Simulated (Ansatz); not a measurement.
Co (Fd-3m, No. 227): the geometry relaxed with DFT, RPBE, plane waves (420 eV) with PAW, scalar-relativistic in Ansatz 0.2.0; the starting structure was generated, so it need not be a known form of this composition.

```
Co
1.0
     5.13908    0.00000    0.00000
     0.00000    5.13908    0.00000
     0.00000    0.00000    5.13908
Co
8
Direct
  0.75000 0.75000 0.75000
  0.00000 0.50000 0.00000
  0.75000 0.25000 0.25000
  0.00000 0.00000 0.50000
  0.25000 0.75000 0.25000
  0.50000 0.50000 0.50000
  0.25000 0.25000 0.75000
  0.50000 0.00000 0.00000
```

**What will a dark-field STEM-like image along [111] show? Simulated incoherent Z contrast: every atom adds Z^1.7 spread by a probe of 1.30 Å full width; channelling and multiple scattering are left out. The probe carries 15 % of its weight in a tail 2.5 times as wide. Shot noise was added.**

The columns repeat on a hexagonal net with a repeat of 2.10 Å (plane group p6mm). All columns are alike (Co). The shortest distance between visible columns is 2.10 Å in projection. Along the beam the structure repeats every 8.90 Å.

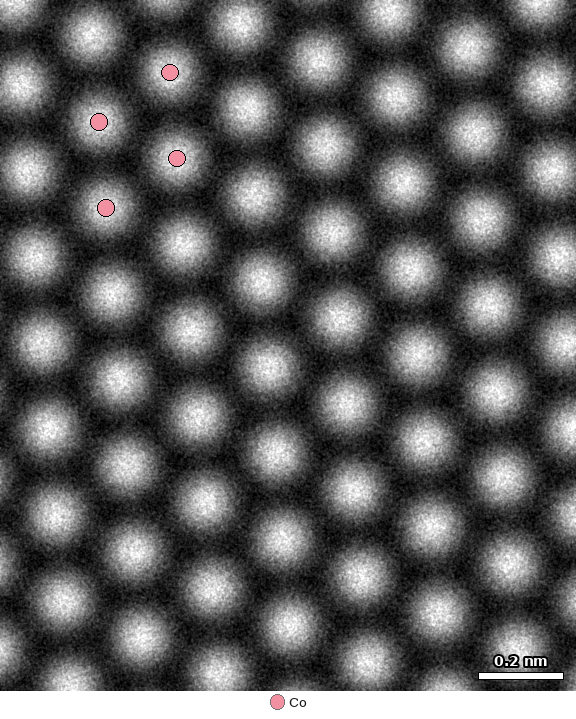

The simulated image, with the columns of the model marked in one corner.
